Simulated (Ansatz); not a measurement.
System: GaP.

```
CELL_PARAMETERS angstrom
-3.88456 0.00000 0.00000
0.00000 6.72826 0.00000
1.94228 -1.12138 -6.43505
ATOMIC_POSITIONS crystal
Ga 0.34662 0.78221 0.69325
Ga 0.84662 0.28221 0.69325
Ga 0.15338 0.71779 0.30675
Ga 0.65338 0.21779 0.30675
P 0.91374 0.97125 0.82748
P 0.41374 0.47125 0.82748
P 0.58626 0.52875 0.17252
P 0.08626 0.02875 0.17252
```

Space group R-3m; a structure from a database of computed crystals, not necessarily the ambient phase.

All numbers below come from DFT PBE, scalar-relativistic, plane waves, PAW in Ansatz 0.2.0.

Question: What will maps of the valence pseudo-density and electron localisation function show?

Answer: P–P (2.22 Å): ρ at the midpoint is about 0.75 e/Å³; the ELF peaks at about 0.90 between the atoms: a shared electron pair.
Ga–P (2.40 Å): the density is about 0.51 e/Å³ at the midpoint; the ELF peaks at about 0.90 in the valence shell of P, 0.8 Å from its nucleus, and is about 0.75 at the midpoint.
Ga–Ga (2.49 Å): the density is about 0.42 e/Å³ at the midpoint; the ELF peaks at about 0.70 between the atoms.

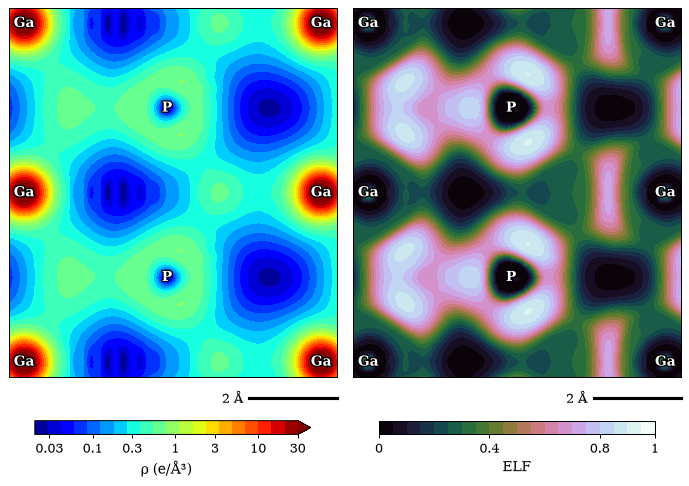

Computed valence pseudo-density and electron localisation function on the (110) plane of the calculation cell, in this order. Atoms just off the plane (Ga, 0.8 Å away and P, 0.8 Å away) can leave unmarked features too.
